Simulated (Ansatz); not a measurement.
## Geometry relaxation, with input and output: Rh (part 1 of 2)

System: Rh (slab, 4 atoms in the cell).
Method: DFT PBEsol, scalar-relativistic, plane waves, PAW, no spin polarisation (Ansatz 0.2.0).

The structure derives from an entry of the Crystallography Open Database. The input holds or restrains some coordinates. Forces given for the steps count only the free coordinates. It belongs to a series of runs on one base structure; here: clean slab, lower half held. Figures and captions count atoms from 1; the log counts them from 0 in places.

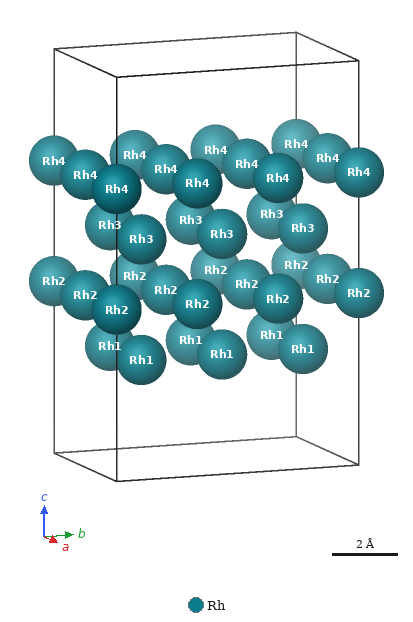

The structure as given in the input (spheres-only view of the 2 × 3 repeat of the cell, with the vacuum cut short, seen slightly off an axis; atoms are numbered from 1 in the order of the input). An atom can appear more than once, as a periodic image.

Results in brief

- outcome: converged under the restraints of the input
- electrons treated: 68
- free energy: −25352.4039 eV
- work function, top face: 5.23 eV
- work function, bottom face: 5.22 eV
- Fermi energy: 4.116 eV
- gap on the k-point mesh: none (metallic)
- final volume: 161.96 Å³
- work function (upper face): 5.23 eV
- largest force (length of the vector) at the end, held atoms and coordinates included: 0.570 eV/Å
- hardware: 2 threads of Intel Xeon @ 2.50GHz (Skylake/Cascade Lake), 192 GiB of memory available, shared host
- wall time: 35 s (CPU time 67 s)
- peak memory: 0.5 GiB

Notes

Warnings of the run: the exchange-correlation potential is rough where the density is thin.

The input
```yaml
crystal:
  lattice:
    - [2.6728587956, 0.0, 0.0]
    - [0.0, 2.6728587956, 0.0]
    - [0.0, 0.0, 22.6699897385]
  atoms:
    - { symbol: Rh, position: [0.5, 0.5, 0.3749450308] }
    - { symbol: Rh, position: [0.0, 0.0, 0.4583150103] }
    - { symbol: Rh, position: [0.5, 0.5, 0.5416849897] }
    - { symbol: Rh, position: [0.0, 0.0, 0.6250549692] }
basis:
  ecutwfc: 420
kpoints:
  mp_grid: { grid: [11, 11, 1] }
hamiltonian:
  xc: pbesol
scf:
  occupations: { method: gaussian, width: 0.1 }
output:
  forces: true
  eigenvalues: true
  write_density: true
  write_potential: true
  elf: true
  volumetric_format: npy
relax:
  adjacent_minimum: "off"
  f_tol: 0.03
  max_steps: 70
  constraints: [{ sites: [0, 1] }]
efield:
  axis: 3
  dipole_correction: true
  ramp_width: 0.04
```

Launched with:
```bash
ansatz run input.yaml --threads 2 --pin off --max-ram 5120MiB --backend cpu --events-out ev --progress --plain --runs-dir out
```

The program's output
```
Engine: ansatz 0.2.0, x86_64-unknown-linux-gnu
Pseudopotentials: kind: paw
Pseudopotential: Rh, paw, valence charge 17, recommended cutoff 420 eV (normal), Rh.paw.azcp
Functional definition: PBEsol
  exchange = pbesol_x
  correlation = pbesol_c
Crystal: 4 atoms, lattice volume = 161.958 Å³
Basis set: ecut = 420 eV, 3143 PW (Γ), exchange–correlation on 36×36×320 points (8 copies of the dense FFT grid, shifted against one another)
Bands: 41, of which v1, the nominal top of the filled ones, is band 34 counted from 1 (33 counted from 0)
Symmetry: 8 space group operations
k-points: 21 of 121
Non-local potential: Rh, projectors of the file, l = 0: 3, l = 1: 2, l = 2: 2, l = 3: 1
PAW form: soft (Blöchl's): semilocal exchange-correlation on the pseudo side does not see the compensation charge
PAW frozen core: Rh, regenerated for the run's functional, and the local potential with it (the file was generated under x = pbe(κ = 0.804, μ = 0.2195149727645171), c = pbe(β = 0.06672455060314922))
PAW one-centre angular grid: Rh, 590 points (default); XC on 64 Gauss nodes
Initial density: superposition of atomic densities (neutral atoms: chi_scale 0, normalization atom), corrected by the library's trained network
Initial wavefunctions: pseudopotential atomic-orbital guess
Functional: x = pbesol(κ = 0.804, μ = 0.12345679012345678), c = pbesol(β = 0.046)
SCF iter   1: F=—  HF=-25352.416086 eV  |F-HF|=—  |Δ(HF+E_count)|=         —  Δρ=9.36e-3  dr2=3.85e-1  ethr=1.77e-3  p=0.000 e·Å  D=2.30e-13 V/Å  ΔV_dip=-0.00 eV  dr2_dipole=7.76e-9  V_vac-E_F(+/−)=4.80/4.80 eV  ⟨swp⟩=8.5  Hψ=4124  notcnv=0
efield: sawtooth ramp at fractional position 0.9800 (placed from the atoms, in the widest stretch of the axis that holds none; the zero of the levels goes with the place), width 0.0400; the density the first Hamiltonian is built on has a dipole p = 0.000 e·Å; the dipole correction subtracts the counter field D = 2.30e-13 V/Å, which shifts the + side's vacuum level by -0.00 eV against the − side's; the planar-averaged density in the ramp window peaks in size at 3.7e-6 e/Å³
preconditioner: auto → LDOS  [metal: Δε(μ)=0.012 eV  Ē_g=5.421 eV  σ=0.100 eV  W_gap=0.07  n_scr=20 (ndim 8)  ℏωp=17.5 eV  f_vac=0.597  D(μ)=7.71/eV (n_scr^D=72)  β→1.0]
SCF iter   2: F=—  HF=-25352.397560 eV  |F-HF|=—  |Δ(HF+E_count)|=   1.85e-2  Δρ=7.69e-3  dr2=8.82e-2  ethr=5.66e-4  p=-0.000 e·Å  D=-2.18e-4 V/Å  ΔV_dip=0.00 eV  dr2_dipole=8.80e-5  V_vac-E_F(+/−)=5.21/5.21 eV  ⟨swp⟩=2.2  Hψ=1518  notcnv=0  defer=24
SCF iter   3: F=—  HF=-25352.382878 eV  |F-HF|=—  |Δ(HF+E_count)|=   1.47e-2  Δρ=1.83e-3  dr2=8.06e-3  ethr=1.30e-4  p=0.000 e·Å  D=1.99e-4 V/Å  ΔV_dip=-0.00 eV  dr2_dipole=3.06e-6  V_vac-E_F(+/−)=5.16/5.16 eV  ⟨swp⟩=2.8  Hψ=1734  notcnv=0  defer=24
SCF iter   4: F=—  HF=-25352.382414 eV  |F-HF|=—  |Δ(HF+E_count)|=   4.63e-4  Δρ=4.44e-4  dr2=2.01e-3  ethr=1.18e-5  p=-0.000 e·Å  D=-4.04e-5 V/Å  ΔV_dip=0.00 eV  dr2_dipole=1.98e-7  V_vac-E_F(+/−)=5.19/5.18 eV  ⟨swp⟩=2.4  Hψ=1311  notcnv=0  defer=24
SCF iter   5: F=—  HF=-25352.382305 eV  |F-HF|=—  |Δ(HF+E_count)|=   1.09e-4  Δρ=1.68e-4  dr2=5.42e-5  ethr=2.96e-6  p=0.000 e·Å  D=1.11e-5 V/Å  ΔV_dip=-0.00 eV  dr2_dipole=3.70e-8  V_vac-E_F(+/−)=5.21/5.21 eV  ⟨swp⟩=2.0  Hψ=1035  notcnv=0  defer=24
SCF iter   6: F=-25352.382378 eV  HF=-25352.382380 eV  |F-HF|=2.31e-6  |Δ(HF+E_count)|=   7.49e-5  Δρ=4.77e-5  dr2=5.46e-6  ethr=3.31e-8  p=0.000 e·Å  D=1.83e-6 V/Å  ΔV_dip=-0.00 eV  dr2_dipole=7.31e-7  V_vac-E_F(+/−)=5.21/5.21 eV  ⟨swp⟩=21.0  Hψ=9371  notcnv=0
SCF 1 converged in 6 iterations: F = -25352.382378 eV  dr2 = 5.46e-6
  greatest PAW one-centre occupation: 1.000 electrons in one spin orbital (limit 2), on the Rh atom at site 1 (counted from 0), in its partial waves of l = 0
relax step   1: F+E_penalty+E_count = -25352.38237777 eV  Δ(F+E_penalty+E_count) = +0.000e0 eV  max|allowed force component| = 5.708e-1 eV/Å  Δτ_max = 0.0000 Å  (6 SCF iters, dr2 threshold 2.25e-5 eV, accepted)
Initial density: handed on by an earlier stage of this run
Initial wavefunctions: those handed on with the density
iter 1 solved again at ethr=1.70e-3 eV; its pass at ethr=3.10e-3 eV (dr2=1.15e0 eV) is discarded
SCF iter   1: F=—  HF=-25352.421674 eV  |F-HF|=—  |Δ(HF+E_count)|=         —  Δρ=1.09e-2  dr2=1.02e0  ethr=1.70e-3  p=0.000 e·Å  D=8.68e-7 V/Å  ΔV_dip=-0.00 eV  dr2_dipole=2.96e-1  V_vac-E_F(+/−)=5.18/5.18 eV  ⟨swp⟩=1.1  Hψ=3055  notcnv=0  defer=20
efield: sawtooth ramp at fractional position 0.9800 (handed on by an earlier solve), width 0.0400; the density the first Hamiltonian is built on has a dipole p = 0.000 e·Å; the dipole correction subtracts the counter field D = 8.68e-7 V/Å, which shifts the + side's vacuum level by -0.00 eV against the − side's; the planar-averaged density in the ramp window peaks in size at 7.4e-6 e/Å³
preconditioner: auto → LDOS  [metal: Δε(μ)=0.009 eV  Ē_g=5.565 eV  σ=0.100 eV  W_gap=0.05  n_scr=20 (ndim 8)  ℏωp=17.5 eV  f_vac=0.602  D(μ)=7.59/eV (n_scr^D=72)  β→1.0]
SCF iter   2: F=—  HF=-25352.406442 eV  |F-HF|=—  |Δ(HF+E_count)|=   1.52e-2  Δρ=4.34e-3  dr2=1.00e-1  ethr=1.50e-3  p=-0.002 e·Å  D=-1.98e-3 V/Å  ΔV_dip=0.04 eV  dr2_dipole=3.30e-2  V_vac-E_F(+/−)=5.28/5.23 eV  ⟨swp⟩=2.0  Hψ=950  notcnv=0  defer=20
SCF iter   3: F=—  HF=-25352.400316 eV  |F-HF|=—  |Δ(HF+E_count)|=   6.13e-3  Δρ=2.51e-3  dr2=9.08e-3  ethr=1.47e-4  p=0.002 e·Å  D=1.97e-3 V/Å  ΔV_dip=-0.04 eV  dr2_dipole=2.60e-4  V_vac-E_F(+/−)=5.17/5.22 eV  ⟨swp⟩=2.1  Hψ=1368  notcnv=0  defer=20
SCF iter   4: F=—  HF=-25352.398794 eV  |F-HF|=—  |Δ(HF+E_count)|=   1.52e-3  Δρ=5.50e-4  dr2=7.57e-4  ethr=1.34e-5  p=0.000 e·Å  D=9.72e-6 V/Å  ΔV_dip=-0.00 eV  dr2_dipole=6.31e-5  V_vac-E_F(+/−)=5.23/5.23 eV  ⟨swp⟩=2.0  Hψ=1251  notcnv=0  defer=20
SCF iter   5: F=—  HF=-25352.398910 eV  |F-HF|=—  |Δ(HF+E_count)|=   1.16e-4  Δρ=2.77e-4  dr2=2.15e-4  ethr=1.11e-6  p=-0.000 e·Å  D=-3.44e-4 V/Å  ΔV_dip=0.01 eV  dr2_dipole=3.03e-5  V_vac-E_F(+/−)=5.23/5.22 eV  ⟨swp⟩=2.1  Hψ=1153  notcnv=0  defer=20
SCF iter   6: F=—  HF=-25352.398963 eV  |F-HF|=—  |Δ(HF+E_count)|=   5.30e-5  Δρ=9.72e-5  dr2=2.83e-5  ethr=3.17e-7  p=-0.000 e·Å  D=-5.08e-4 V/Å  ΔV_dip=0.01 eV  dr2_dipole=6.81e-7  V_vac-E_F(+/−)=5.23/5.22 eV  ⟨swp⟩=1.8  Hψ=1006  notcnv=0  defer=20
SCF iter   7: F=-25352.398965 eV  HF=-25352.398964 eV  |F-HF|=1.16e-6  |Δ(HF+E_count)|=   7.09e-7  Δρ=3.97e-5  dr2=3.35e-6  ethr=2.99e-8  p=-0.001 e·Å  D=-6.14e-4 V/Å  ΔV_dip=0.01 eV  dr2_dipole=3.59e-8  V_vac-E_F(+/−)=5.23/5.22 eV  ⟨swp⟩=21.0  Hψ=8716  notcnv=0
SCF 2 converged in 7 iterations: F = -25352.398965 eV  dr2 = 3.35e-6
  greatest PAW one-centre occupation: 1.000 electrons in one spin orbital (limit 2), on the Rh atom at site 2 (counted from 0), in its partial waves of l = 0
relax step   2: F+E_penalty+E_count = -25352.39896497 eV  Δ(F+E_penalty+E_count) = -1.659e-2 eV  max|allowed force component| = 2.822e-1 eV/Å  Δτ_max = 0.1104 Å  (7 SCF iters, dr2 threshold 2.04e-5 eV, accepted)
SCF iter   1: F=—  HF=-25352.406644 eV  |F-HF|=—  |Δ(HF+E_count)|=         —  Δρ=3.91e-3  dr2=1.15e-1  ethr=2.38e-3  p=-0.001 e·Å  D=-6.15e-4 V/Å  ΔV_dip=0.01 eV  dr2_dipole=3.19e-2  V_vac-E_F(+/−)=5.24/5.23 eV  ⟨swp⟩=3.1  Hψ=1379  notcnv=0  defer=22
efield: sawtooth ramp at fractional position 0.9800 (handed on by an earlier solve), width 0.0400; the density the first Hamiltonian is built on has a dipole p = -0.001 e·Å; the dipole correction subtracts the counter field D = -6.15e-4 V/Å, which shifts the + side's vacuum level by +0.01 eV against the − side's; the planar-averaged density in the ramp window peaks in size at 6.7e-6 e/Å³
preconditioner: auto → LDOS  [metal: Δε(μ)=0.012 eV  Ē_g=5.523 eV  σ=0.100 eV  W_gap=0.07  n_scr=20 (ndim 8)  ℏωp=17.5 eV  f_vac=0.600  D(μ)=7.86/eV (n_scr^D=72)  β→1.0]
SCF iter   2: F=—  HF=-25352.405154 eV  |F-HF|=—  |Δ(HF+E_count)|=   1.49e-3  Δρ=1.56e-3  dr2=1.69e-2  ethr=1.69e-4  p=0.000 e·Å  D=5.34e-4 V/Å  ΔV_dip=-0.01 eV  dr2_dipole=5.96e-3  V_vac-E_F(+/−)=5.20/5.22 eV  ⟨swp⟩=1.7  Hψ=1051  notcnv=0  defer=22
SCF iter   3: F=—  HF=-25352.404360 eV  |F-HF|=—  |Δ(HF+E_count)|=   7.94e-4  Δρ=1.07e-3  dr2=1.93e-3  ethr=2.48e-5  p=-0.001 e·Å  D=-1.48e-3 V/Å  ΔV_dip=0.03 eV  dr2_dipole=1.04e-4  V_vac-E_F(+/−)=5.25/5.22 eV  ⟨swp⟩=2.0  Hψ=1269  notcnv=0  defer=22
SCF iter   4: F=—  HF=-25352.403910 eV  |F-HF|=—  |Δ(HF+E_count)|=   4.50e-4  Δρ=2.08e-4  dr2=1.53e-4  ethr=2.85e-6  p=-0.001 e·Å  D=-5.59e-4 V/Å  ΔV_dip=0.01 eV  dr2_dipole=2.21e-5  V_vac-E_F(+/−)=5.23/5.22 eV  ⟨swp⟩=2.1  Hψ=1258  notcnv=0  defer=22
SCF iter   5: F=—  HF=-25352.403925 eV  |F-HF|=—  |Δ(HF+E_count)|=   1.59e-5  Δρ=1.07e-4  dr2=3.23e-5  ethr=2.25e-7  p=-0.000 e·Å  D=-4.75e-4 V/Å  ΔV_dip=0.01 eV  dr2_dipole=4.54e-6  V_vac-E_F(+/−)=5.23/5.22 eV  ⟨swp⟩=2.1  Hψ=1184  notcnv=0  defer=22
SCF iter   6: F=-25352.403932 eV  HF=-25352.403935 eV  |F-HF|=2.22e-6  |Δ(HF+E_count)|=   9.16e-6  Δρ=3.95e-5  dr2=4.22e-6  ethr=7.32e-9  p=-0.000 e·Å  D=-4.36e-4 V/Å  ΔV_dip=0.01 eV  dr2_dipole=4.34e-8  V_vac-E_F(+/−)=5.23/5.22 eV  ⟨swp⟩=19.3  Hψ=8974  notcnv=0
SCF 3 converged in 6 iterations: F = -25352.403932 eV  dr2 = 4.22e-6
relax step   3: F+E_penalty+E_count = -25352.40393240 eV  Δ(F+E_penalty+E_count) = -4.967e-3 eV  max|allowed force component| = 1.077e-2 eV/Å  Δτ_max = 0.0417 Å  (6 SCF iters, dr2 threshold 4.98e-6 eV, accepted)
iter 1 solved again at ethr=6.23e-9 eV; its pass at ethr=3.10e-3 eV (dr2=4.24e-6 eV) is discarded
SCF iter   1: F=—  HF=-25352.404039 eV  |F-HF|=—  |Δ(HF+E_count)|=         —  Δρ=3.96e-5  dr2=4.24e-6  ethr=6.23e-9  p=-0.000 e·Å  D=-4.36e-4 V/Å  ΔV_dip=0.01 eV  dr2_dipole=4.21e-8  V_vac-E_F(+/−)=5.23/5.22 eV  ⟨swp⟩=1.0  Hψ=2226  notcnv=0
efield: sawtooth ramp at fractional position 0.9800 (handed on by an earlier solve), width 0.0400; the density the first Hamiltonian is built on has a dipole p = -0.000 e·Å; the dipole correction subtracts the counter field D = -4.36e-4 V/Å, which shifts the + side's vacuum level by +0.01 eV against the − side's; the planar-averaged density in the ramp window peaks in size at 6.4e-6 e/Å³
preconditioner: auto → LDOS  [metal: Δε(μ)=0.009 eV  Ē_g=5.521 eV  σ=0.100 eV  W_gap=0.05  n_scr=20 (ndim 8)  ℏωp=17.5 eV  f_vac=0.600  D(μ)=7.87/eV (n_scr^D=72)  β→1.0]
SCF iter   2: F=—  HF=-25352.403936 eV  |F-HF|=—  |Δ(HF+E_count)|=   1.03e-4  Δρ=2.99e-5  dr2=2.49e-6  ethr=6.23e-9  p=-0.000 e·Å  D=-3.99e-4 V/Å  ΔV_dip=0.01 eV  dr2_dipole=1.05e-7  V_vac-E_F(+/−)=5.23/5.22 eV  ⟨swp⟩=2.0  Hψ=1230  notcnv=0
SCF iter   3: F=—  HF=-25352.403936 eV  |F-HF|=—  |Δ(HF+E_count)|=   3.27e-7  Δρ=1.50e-5  dr2=8.03e-7  ethr=3.66e-9  p=-0.000 e·Å  D=-4.03e-4 V/Å  ΔV_dip=0.01 eV  dr2_dipole=7.72e-8  V_vac-E_F(+/−)=5.23/5.22 eV  ⟨swp⟩=2.0  Hψ=1307  notcnv=0
SCF iter   4: F=—  HF=-25352.403936 eV  |F-HF|=—  |Δ(HF+E_count)|=   2.43e-7  Δρ=5.54e-6  dr2=1.19e-7  ethr=1.18e-9  p=-0.000 e·Å  D=-3.95e-4 V/Å  ΔV_dip=0.01 eV  dr2_dipole=2.09e-8  V_vac-E_F(+/−)=5.23/5.22 eV  ⟨swp⟩=1.7  Hψ=979  notcnv=0
SCF iter   5: F=-25352.403936 eV  HF=-25352.403936 eV  |F-HF|=2.26e-9  |Δ(HF+E_count)|=   7.01e-8  Δρ=1.25e-6  dr2=8.36e-9  ethr=1.47e-10  p=-0.000 e·Å  D=-3.92e-4 V/Å  ΔV_dip=0.01 eV  dr2_dipole=1.92e-9  V_vac-E_F(+/−)=5.23/5.22 eV  ⟨swp⟩=13.0  Hψ=6806  notcnv=0
SCF 4 converged in 5 iterations: F = -25352.403936 eV  dr2 = 8.36e-9
relax step   4: F+E_penalty+E_count = -25352.40393583 eV  Δ(F+E_penalty+E_count) = -3.431e-6 eV  max|allowed force component| = 1.078e-2 eV/Å  Δτ_max = 0.0000 Å  (5 SCF iters, accepted)
```

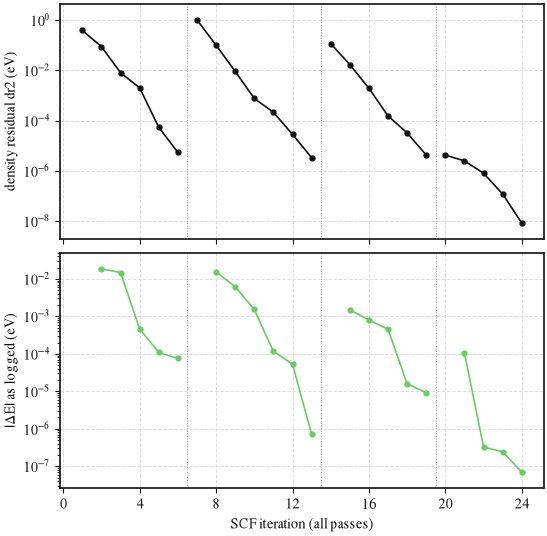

Convergence of the self-consistent field: density residual dr2 and size of the energy change against the SCF iteration. The dotted lines part the SCF passes of the relaxation: geometry steps, rejected trials and re-solves on a re-selected basis. The passes take 6, 7, 6 and 5 iterations.

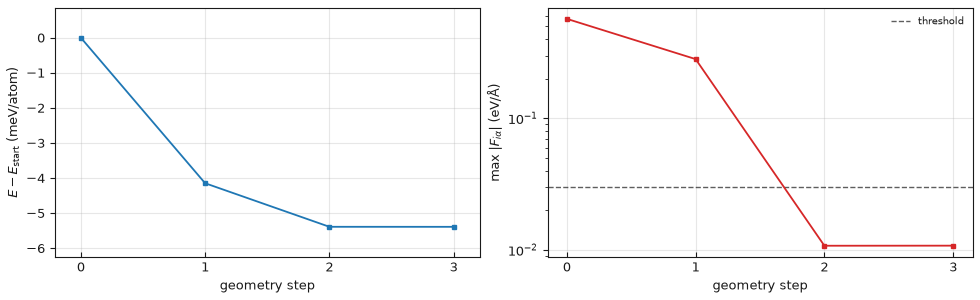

Progress of the restrained relaxation, step by step (the first geometry is step 0 here and step 1 in the log).
